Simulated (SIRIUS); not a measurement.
System: Ti (space group P6_3/mmc).

How it was computed, with SIRIUS 7.12.0: all-electron LAPW DFT, no spin polarisation; energies at scaled volumes of the given cell, shape and fractions fixed, counted from the fit's minimum, third-order Birch-Murnaghan fit. All runs: no spin polarisation.

```csv
setting,value
k mesh,10×10×6
occupations,Fermi–Dirac
smearing width,0.05 eV
potentials,all electron FP LAPW
```

What does the calculation give for the energy against volume, with one curve for each functional? The cases: AM05; PBEsol.

The fitted equilibrium volumes, smallest first, are PBEsol 16.729, AM05 16.765 Å³/atom. The fitted bulk moduli, smallest first, are AM05 119.0, PBEsol 120.7 GPa.

AM05:
```csv
volume (Å³/atom),energy (meV/atom)
16.58,0.79
16.93,0.61
17.28,5.64
17.64,15.49
17.99,29.55
18.34,47.58
18.69,69.04
```

PBEsol:
```csv
volume (Å³/atom),energy (meV/atom)
16.58,0.52
16.93,0.91
17.28,6.54
17.64,17.02
17.99,31.71
18.34,50.39
18.69,72.51
```

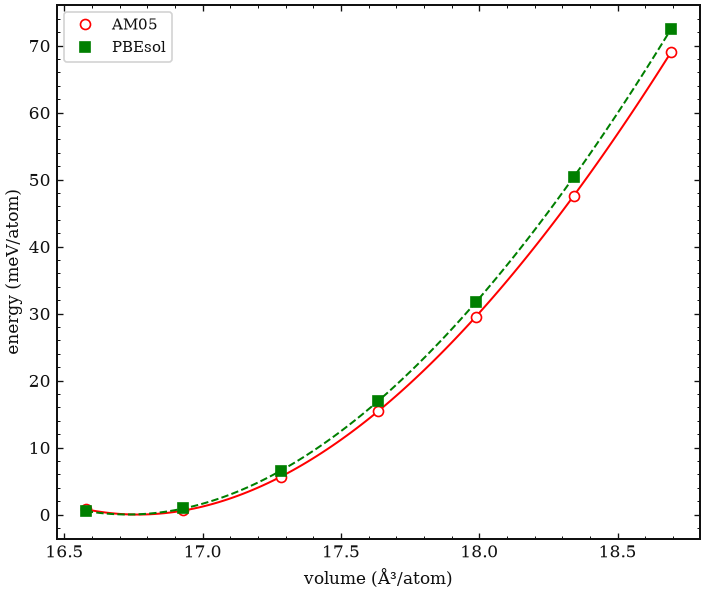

Keep in mind: shape and atomic fractions are frozen while scaling, which makes layered, chain and framework solids too stiff.
